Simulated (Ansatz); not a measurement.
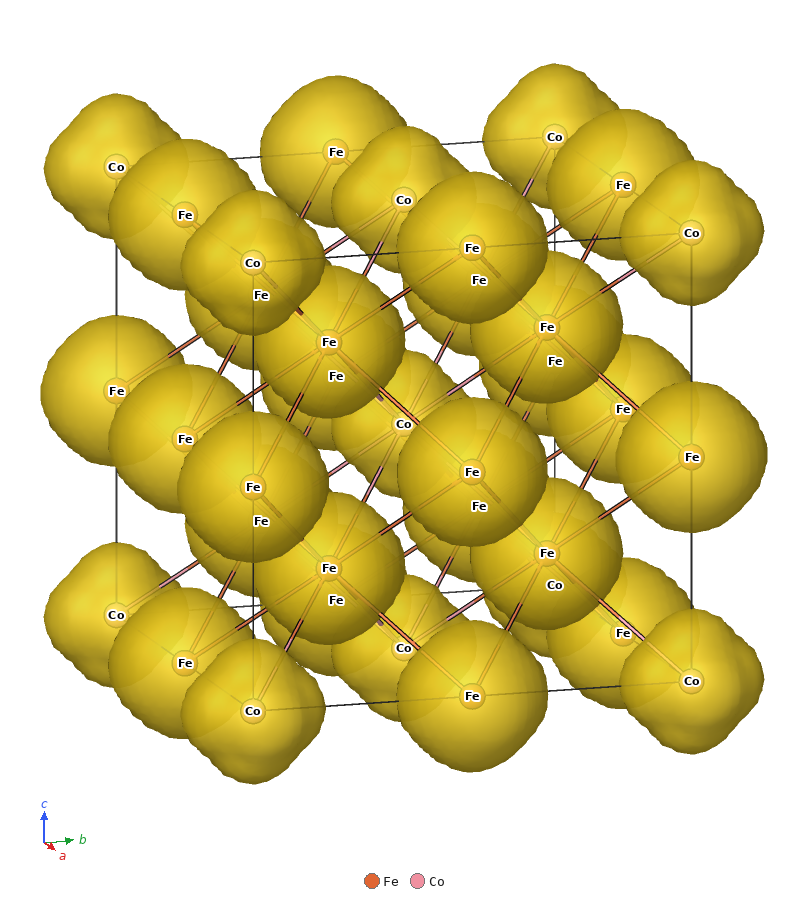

*Fe13Co3. Isosurfaces of the magnetisation density (up minus down) at +0.1 (yellow) and −0.1 e/Å³ (cyan), seen slightly off an axis. Sticks mark near contacts.*

Space group P4/mmm; a structure from a database of computed crystals, not necessarily the ambient phase; spin-polarised.

All numbers below come from DFT r2SCAN, scalar-relativistic, plane waves, PAW in Ansatz 0.2.0.

The density is the valence pseudo-density of a PAW calculation; it isn't the true density close to the nuclei.

**Which atoms carry the moments, and with what signs?**

The spin density sits on Fe: +2.8 μB (×13); Co: +1.9 μB (×3) in one cell of 16 atoms: parallel moments (a ferromagnetic arrangement) in this solution. The cell of the calculation (16 atoms) carries 40.0 μB of net spin moment. Only one sign reaches the isovalue.
